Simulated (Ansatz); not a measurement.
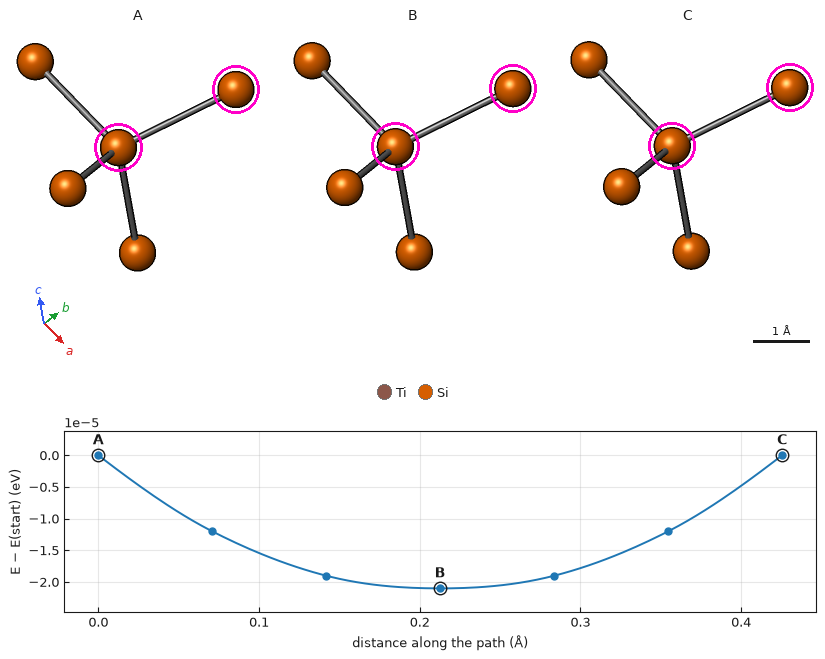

A search for the minimum-energy path of a defect cell of composition TiSi$_{30}$ (31 atoms in the cell) by the nudged elastic band. Images are numbered from 0 (start) to 6 (end). Frames A to C are images 0, 3, 6. The picture is a ball-and-stick view of the atoms within 3.6 Å of the middle of the path, seen slightly off an axis. The atoms that move most are ringed. Bonds to atoms that aren't drawn are left out.

These are results of DFT PBE, scalar-relativistic, plane waves, PAW in Ansatz, not measurements. Set-up: plane-wave cutoff 420 eV; k-point mesh 2 × 2 × 2; Gaussian smearing 0.02 eV; 5 movable images; climbing image.

Describe the mechanism and the energy profile.

Answer. No barrier shows: the energy is highest at the start, and the end lies 0.000 eV below the start. A Si atom travels furthest, 0.08 Å from end to end, along [1 1 1], on a straight line. It doesn't move alone: Ti (0.08 Å), Si (0.08 Å), Si (0.08 Å), Si (0.08 Å) move with it. The band converged in 1 iterations. The largest component of the band force went from 0.0059 to 0.0059 eV/Å.

Cost: 120 s on 4 threads of Arm Neoverse V1 (shared host), peak memory 2.8 GiB.
